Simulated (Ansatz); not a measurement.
Given this structure, the geometry relaxed with DFT, PBEsol, plane waves (420 eV) with PAW, scalar-relativistic (Ansatz); the starting structure was generated, so it need not be a known form of this composition, written in its standard cell:

```xyz
8
Lattice="4.8916 0.0000 0.0000 0.0000 4.8916 0.0000 0.0000 0.0000 4.8916" Properties=species:S:1:pos:R:3 pbc="T T T"
Ir    0.0000    0.0000    0.0000
Ir    2.4458    2.4458    2.4458
Ir    1.2229    0.0000    2.4458
Ir    3.6687    0.0000    2.4458
Ir    2.4458    1.2229    0.0000
Ir    2.4458    3.6687    0.0000
Ir    0.0000    2.4458    1.2229
Ir    0.0000    2.4458    3.6687
```

Q: What does the kinematic electron diffraction pattern along [111] look like at 80 kV (B = 0.5 Å²)?

A: The spots form a hexagonal net with both shortest vectors at d = 3.46 Å, 60.0° apart. They are 0 -1 1 (itself too weak to see) and 1 -1 0 (itself too weak to see). The pattern has symmetry 6mm. Reflections such as 0 1 -1, 1 -1 0, 1 0 -1 are allowed but too weak to see at this display level.

Strongest reflections with d > 1.06 Å, one of each family (|F|² from tabulated Gaussian fits of the electron scattering factors, times a small damping for the curvature of the Ewald sphere):

```json
{"hkl": "2 -1 -1", "d (Å)": "1.997", "I (strongest = 100)": "100"}
{"hkl": "3 -1 -2", "d (Å)": "1.307", "I (strongest = 100)": "42"}
```

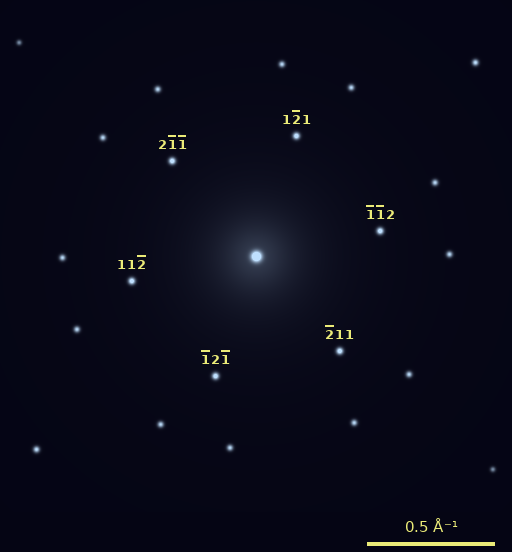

Calculated pattern, seen from the source side with [111] pointing towards the source.
